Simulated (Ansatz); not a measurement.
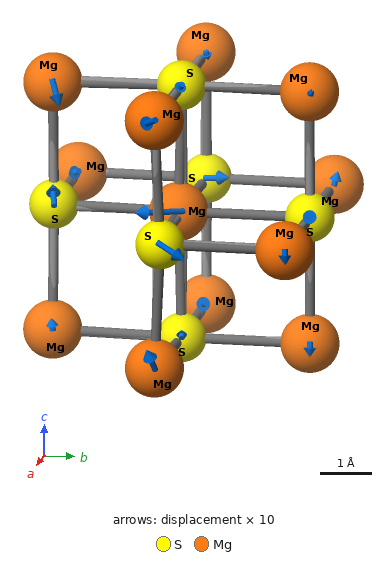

A relaxation of a defect cell of composition S₃₂Mg₃₁ (cell charge +1). The starting structure is drawn faded, the final one solid; blue arrows show the displacements, 10 times their true length.

The picture is a ball-and-stick view of the atoms within 4.2 Å of the atom that moves most (axes of the cell of the calculation, reduced to other axes), seen slightly off an axis. Lengths and directions refer to the drawn axes.

All numbers below come from DFT, PBEsol, PAW, plane waves in Ansatz 0.2.0. Set-up: plane-wave cutoff 420 eV; k-point mesh 1 × 1 × 1; mesh shifted by (0.25, 0.25, 0.25); collinear spin; atoms relaxed in a fixed cell; force threshold 0.03 eV/Å; at most 80 steps.

Q: Atoms of which element are displaced furthest, and by how much?

A: Magnesium: up to 0.12 Å, against 0.08 Å for sulfur.

Q: Describe the change and its energy.

A: Over 4 geometry steps the energy falls by 0.376 eV per cell of the calculation. Largest force component: 0.41 eV/Å at the start, 0.0049 eV/Å at the end. The largest move is that of a Mg atom, 0.12 Å roughly along [1 −1 0]. Largest moves by element: Mg 0.12 Å, S 0.08 Å. The lattice vectors keep their values. Some distances before and after: Mg–S 2.624 → 2.542 Å, Mg–S 2.529 → 2.608 Å, Mg–S 2.567 → 2.640 Å, Mg–S 2.579 → 2.521 Å. Bond angles that change, for instance: S–Mg–S 88.9° → 95.2°, S–Mg–S 93.0° → 87.3°, S–Mg–S 88.0° → 91.1°. The program noted that the starting moments weren't kept. The run may lie on a higher electronic state than the lowest, so the end point isn't shown to be the ground-state structure. The run took 8.6 s on 1 × NVIDIA GB200 with 8 threads of Arm Neoverse-V2, peak memory 2.2 GiB.

Limits of the set-up: the cell is charged, on a uniform background, and energies carry no finite-size correction.
